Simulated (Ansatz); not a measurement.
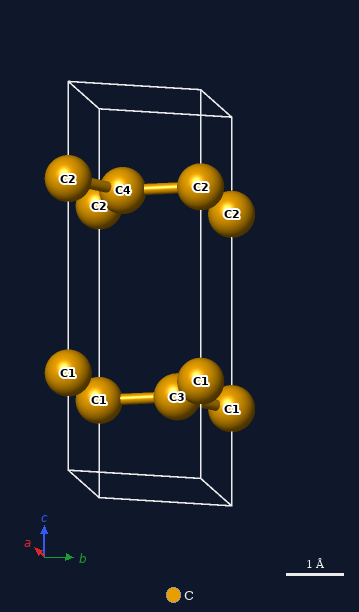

The starting point is crystalline C (set up in P6_3/mmc). Style: ball-and-stick. Shown: the cell of the calculation, from a free direction.

Computed with Ansatz 0.2.0, DFT r2SCAN, scalar-relativistic, plane waves, PAW. (plane-wave cutoff 500 eV; occupations gaussian; smearing width 0.1 eV; no spin polarisation) The k-mesh is chosen for each cell (18×18×6, 12×12×6).

Change: Every carbon atom is replaced by silicon, which gives Si. Cell and atoms are relaxed again (to zero pressure within 0.1 GPa, forces under 0.01 eV/Å).

What does the calculation give for the changed structure?

Answer. The volume per atom goes from 9.19 to 25.25 Å³. Cell: a = b 2.456 → 3.886 Å (+58.2 %), c 7.036 → 7.724 Å (+9.8 %). Volume +174.8 %. The space group stays P6_3/mmc (No. 194).

The changed structure in the same view:

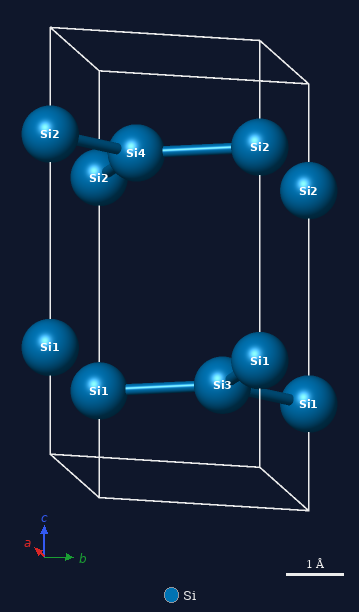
